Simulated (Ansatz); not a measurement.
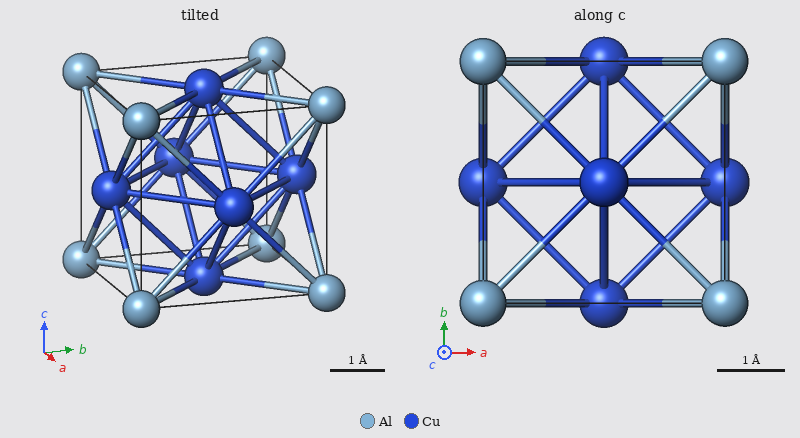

Crystal structure, ball-and-stick style, seen slightly off an axis and along the c axis. The conventional unit cell is outlined; an atom on or near a face, edge or corner is repeated at each equivalent position. Cell: a = 3.63 Å, b = 3.63 Å, c = 3.63 Å, α = 90.00°, β = 90.00°, γ = 90.00°.

The initial geometry was a structure listed in the Materials Project. Earlier steps of the study may have refined or changed the cell and positions. An electronic-structure calculation with Ansatz was run on it.

**Summary of the structure:**

It has the composition AlCu3. The atoms follow space group Pm-3m (No. 221); the Bravais lattice is primitive cubic. It belongs to the family called Cu₃Au (L1₂) type. The cell holds 4 atoms (1 Al, 3 Cu), Z = 1. Each Al atom is coordinated by twelve Cu in a cuboctahedral arrangement at about 2.6 Å. The neighbours of Cu are eight Cu and four Al in a cuboctahedral arrangement (about 2.6 Å to Cu, 2.6 Å to Al). The bonds build a three-dimensional framework.

Results below were computed with Ansatz 0.2.0, DFT PBEsol, scalar-relativistic, plane waves, PAW; the settings were a plane-wave cutoff of 420 eV, the zone sampled with 12×12×12 points, Gaussian smearing of 0.1 eV, no spin polarisation.

**Predict the gap.**

A metal: bands cross the Fermi level.

**How are the electrons shared out in a Bader analysis?**

Al +1.56 e; Cu -0.52 e.

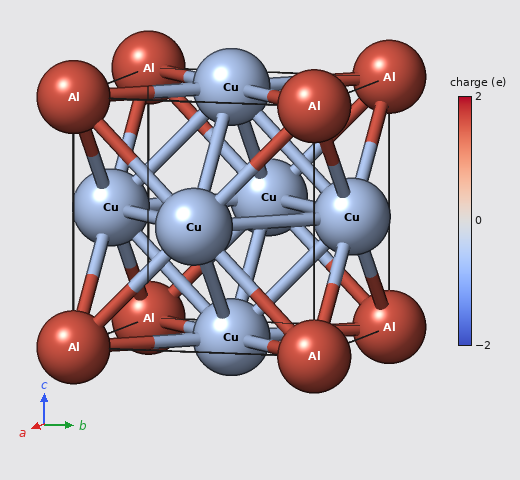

The atoms coloured by those charges. The run's cell of 4 atoms is drawn.

**Does the calculation find this structure at rest?**

Yes. All forces vanish to within 0.01 eV/Å. The pressure is 0.0 GPa, close to zero.
